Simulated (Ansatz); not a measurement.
# Run report: Ag, single-point calculation

System: Ag (1 atom in the cell).
Method: DFT, PBE, all-electron PAW with datasets made for the crystal, scalar-relativistic, no spin polarisation (Ansatz 0.2.0).

It belongs to a series of runs on one base structure; here: volume scaled by 0.88, crystal datasets. Figures and captions count atoms from 1; the log counts them from 0 in places.

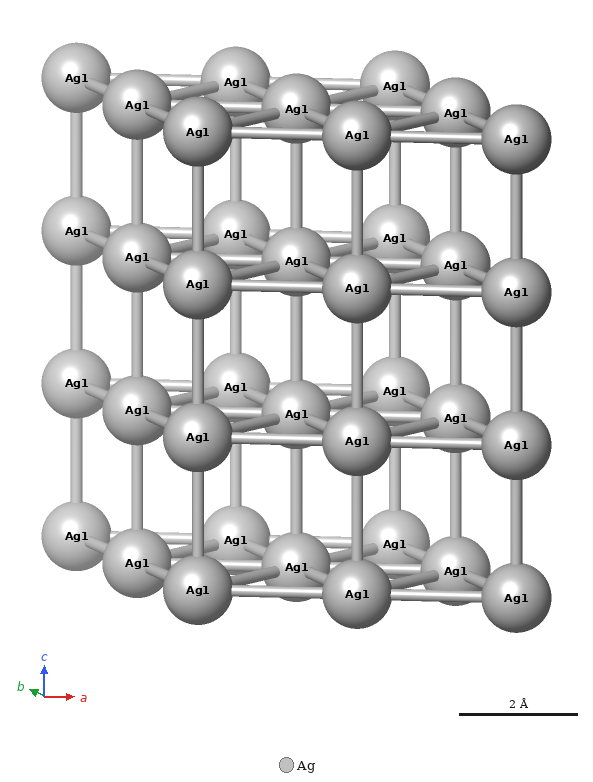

Fig. 1: The structure as given in the input (ball-and-stick view of the cell of the calculation, repeated 2 × 2 × 3, seen slightly off an axis; atoms are numbered from 1 in the order of the input). Near neighbours in the crystal (not all of them lie inside the picture): Ag has 8 Ag at 2.64 to 2.73 Å.

**Results in brief**

```tsv
quantity	value
outcome	converged
space group (tolerance 0.01 Å)	P6/mmm (191)
electrons in bands (core shells apart)	11
free energy	−144656.0305 eV
Fermi energy	18.677 eV
pressure	14.08 GPa
largest force (length of the vector)	under 0.001 eV/Å
hardware	1 thread of Arm Neoverse V1, 24 GiB of memory available, shared host
wall time	9 s
peak memory	0.41 GiB
```

The cell is under a pressure of 14.1 GPa at this level, so it is not at its equilibrium volume.

**Input**
```yaml
crystal:
  lattice:
    - [2.7330660471, 0.0, 0.0]
    - [-1.3665330236, 2.366904627, 0.0]
    - [0.0, 0.0, 2.6427105835]
  atoms:
    - { symbol: Ag, position: [0.0, 0.0, 0.0] }
kpoints:
  mp_grid: { grid: [15, 15, 14] }
scf:
  occupations: { method: fermi_dirac, width: 0.08 }
hamiltonian:
  xc: pbe
  pseudopotentials: { kind: all_electron, datasets: crystal }
output:
  forces: true
  stress: true
  eigenvalues: true
```

Launched with:
```bash
ansatz run input.yaml --threads 1 --pin off --max-ram 2048MiB --backend cpu --events-out ev --progress --plain --runs-dir out
```

**Output**
```
hamiltonian.pseudopotentials.datasets: crystal makes datasets for this crystal and solves the spheres of its atoms anew in each pass: cutoff 280.0 eV, the density's 1120.0 eV; recipe 46bddf5406ed.33, for an error of 0.50 meV an atom under PBE, 0.5 meV for the cell; an energy difference from a run of another recipe may be off by several times the error for the cell, under r2SCAN by more, where some 0.1 meV an atom stays at smaller errors; Ag in spheres of 1.318 Å, 11 of its electrons in bands, 8 on its site; only band paths and densities of states list, in semicore columns, the levels of the semicore shells that are solved separately: 4s of Ag, 4p of Ag
Engine: ansatz 0.2.0, aarch64-unknown-linux-gnu
Pseudopotentials: kind: all_electron
Pseudopotential: Ag, paw, valence charge 19, recommended cutoff 280 eV (normal), crystal/all_electron/pbe/scalar/gaussian/Ag, Koelling and Harmon's equation, gaussian nucleus
Functional definition: PBE
  parameter kappa = 0.804
  parameter beta = 0.06672455060314922
  exchange = pbe_x(kappa = kappa, mu = beta*pi^2/3)
  correlation = pbe_c(beta = beta)
Crystal: 1 atoms, lattice volume = 17.095 Å³
Basis set: ecut = 280 eV, 199 PW (Γ), exchange–correlation on 30×30×30 points (8 copies of the dense FFT grid, shifted against one another)
Bands: 10, of which v1, the nominal top of the filled ones, is band 6 counted from 1 (5 counted from 0)
Symmetry: 24 space group operations
Space group: P6/mmm (ITA 191), of the structure as read, at distance tolerance 2.6e-5 Å
k-points: 216 of 3150
Non-local potential: Ag, projectors of the file, l = 0: 1, l = 1: 1, l = 2: 2
PAW form: soft (Blöchl's): semilocal exchange-correlation on the pseudo side does not see the compensation charge
PAW one-centre angular grid: Ag, 590 points (default); XC on its mesh's 1861 points in the sphere
Initial density: superposition of atomic densities (neutral atoms: chi_scale 0, normalization atom)
Initial wavefunctions: pseudopotential atomic-orbital guess
Functional: x = pbe(κ = 0.804, μ = 0.2195149727645171), c = pbe(β = 0.06672455060314922)
iter 1 solved again at ethr=9.49e-3 eV; its pass at ethr=1.00e-1 eV (dr2=1.04e0 eV) is discarded
SCF iter   1: F=—  HF=-144656.306392 eV  |F-HF|=—  |Δ(HF+E_count)|=         —  Δρ=7.86e-2  dr2=1.05e0  ethr=9.49e-3  ⟨swp⟩=2.3  Hψ=12847  notcnv=0
preconditioner: auto → none  [metal: Δε(μ)=0.063 eV  Ē_g=15.971 eV  σ=0.080 eV  W_gap=0.19  n_scr=2 (ndim 8)  ℏωp=29.8 eV  f_vac=0.000  D(μ)=0.24/eV (n_scr^D=0)  sad-step TF]
SCF iter   2: F=—  HF=-144656.100935 eV  |F-HF|=—  |Δ(HF+E_count)|=   2.05e-1  Δρ=3.19e-2  dr2=1.93e-1  ethr=9.49e-3  ⟨swp⟩=2.7  Hψ=4482  notcnv=0
iter 3 solved again at ethr=1.19e-5 eV; its pass at ethr=1.76e-3 eV (dr2=1.30e-3 eV) is discarded
SCF iter   3: F=—  HF=-144656.021364 eV  |F-HF|=—  |Δ(HF+E_count)|=   7.96e-2  Δρ=3.78e-3  dr2=1.27e-3  ethr=1.19e-5  ⟨swp⟩=2.2  Hψ=9445  notcnv=0
SCF iter   4: F=—  HF=-144656.030549 eV  |F-HF|=—  |Δ(HF+E_count)|=   9.19e-3  Δρ=5.68e-3  dr2=4.41e-3  ethr=1.16e-5  ⟨swp⟩=3.0  Hψ=4654  notcnv=0
SCF iter   5: F=—  HF=-144656.030488 eV  |F-HF|=—  |Δ(HF+E_count)|=   6.09e-5  Δρ=9.70e-4  dr2=1.15e-4  ethr=1.16e-5  ⟨swp⟩=3.0  Hψ=4780  notcnv=0
SCF iter   6: F=—  HF=-144656.030500 eV  |F-HF|=—  |Δ(HF+E_count)|=   1.22e-5  Δρ=9.62e-5  dr2=1.46e-6  ethr=1.05e-6  ⟨swp⟩=2.4  Hψ=5044  notcnv=0  defer=1
SCF iter   7: F=-144656.030517 eV  HF=-144656.030517 eV  |F-HF|=5.82e-10  |Δ(HF+E_count)|=   1.70e-5  Δρ=6.60e-6  dr2=2.99e-9  ethr=1.32e-8  ⟨swp⟩=3.0  Hψ=4031  notcnv=0
SCF 1 converged in 7 iterations: F = -144656.030519 eV  dr2 = 2.99e-9
  Residual-converged pass: ⟨swp⟩=3.9  Hψ=4960  notcnv=0  max |occ|·‖R‖ = 3.7e-6 eV (tolerance 3.7e-6 eV)  dr2=2.71e-9  dr2_onsite=6.43e-9  max |Δocc| = 2.9e-9
  greatest PAW one-centre occupation: 0.919 electrons in one spin orbital (limit 2), on the Ag atom at site 0 (counted from 0), in its partial waves of l = 2
```

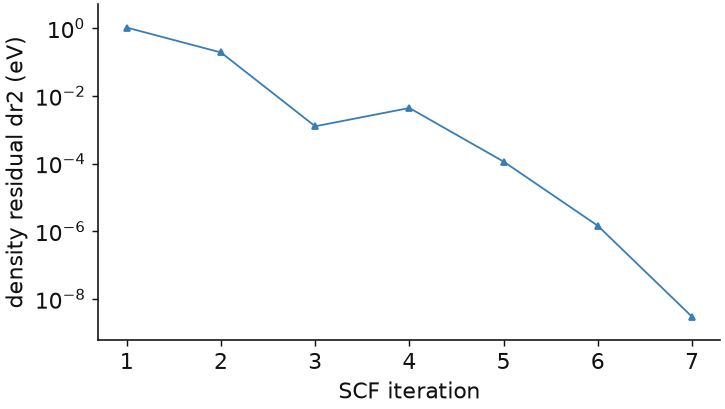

Fig. 2: Convergence of the self-consistent field: density residual dr2 against the SCF iteration. The residual comes down, with one marked jump up, by a factor of about 3, at step 4.

```
SCF converged after 7 iterations
Free energy (F): -144656.030519 eV
Harris-Foulkes:  -144656.030519 eV  (|F-HF|=5.82e-10)
Internal energy: -144656.026018 eV  (E = F + TS)
E sigma→0 (E₀):  -144656.028269 eV
Entropy (-TS):   -0.004502 eV (-4.502 meV/atom)
Past the cutoff: the bands carry plane waves up to 1.75 times it, of which those up to 1.5 times it add -0.000432 eV an atom, each by itself; the spheres take 0.000528 eV an atom off the energy for waves past 1.75 times it
By the cutoff:   a pressure is off by up to 0.011 GPa (1.2 times the spheres' own share and the shells' term, over an atom's volume, and 0.004 GPa: a bound that held against runs at twice the plane waves)
Past the cutoffs: a stress includes 0.0033 GPa for waves and charges beyond them, in addition to the slope of what the spheres take
In the spheres:  the bands' charges fall short by 8.5e-8 e at most (sound up to 1e-3), those of shells solved beside the bands by 4.4e-7 e (sound up to 5e-4)
Fermi energy:    18.676732 eV
--- Per-component energies (eV) ---
  E_band       = 157.432636
  E_kinetic    = 152.700013
  E_local      = -1967.641915  (includes V_loc(G=0)·N_el)
  E_nonlocal   = 291.151654
  E_hartree    = 1014.381714
  E_xc         = -64.979590
  E_vxc        = -76.741612  (∫ρ·V_xc dr)
  E_paw        = -146514.448339  (= ΣΔE_a)
  E_vpaw       = -5588.333071  (= ΣTr[D̂ρ^β])
  E_ewald      = -2884.726000
  E_smearing   = -0.004502  (= −TS)
  E_closure    = 5317.536445  (closes the sum)
  Σ components = -144656.030519   (vs F -144656.030519, Δ=0.00e0)
  The terms above E_closure are by the made datasets' own strengths, without shells solved beside the bands.
--- Forces (eV/Å), atoms counted from 1 ---
  atom   1  Ag     0.00000000     0.00000000     0.00000000
  max |Σ_I F_I| component: 6.57e-32 eV/Å
--- Stress (GPa, compression-positive) ---
       14.074555      -0.000000       0.000000
       -0.000000      14.074555      -0.000000
        0.000000      -0.000000      14.093696
  P = ⅓ Tr σ = 14.0809 GPa (140.809 kbar)
  It holds what live shells' own plane waves past their cutoff add
--- Band table (eV; the first three rows and the last of 216) ---
  k-point 0: bands = ["10.9985", "12.1595", "13.8510", "13.8510", "15.8700", "15.8700", "32.8659", "35.0660"]
  k-point 1: bands = ["11.1078", "12.2596", "13.8628", "13.8628", "15.8116", "15.8116", "31.8136", "35.1591"]
  k-point 2: bands = ["11.3897", "12.5921", "13.8961", "13.8961", "15.6512", "15.6512", "29.7337", "35.4349"]
  k-point 215: bands = ["12.9806", "12.9806", "14.3169", "14.3169", "16.4277", "26.0182", "27.8827", "27.8827"]
```
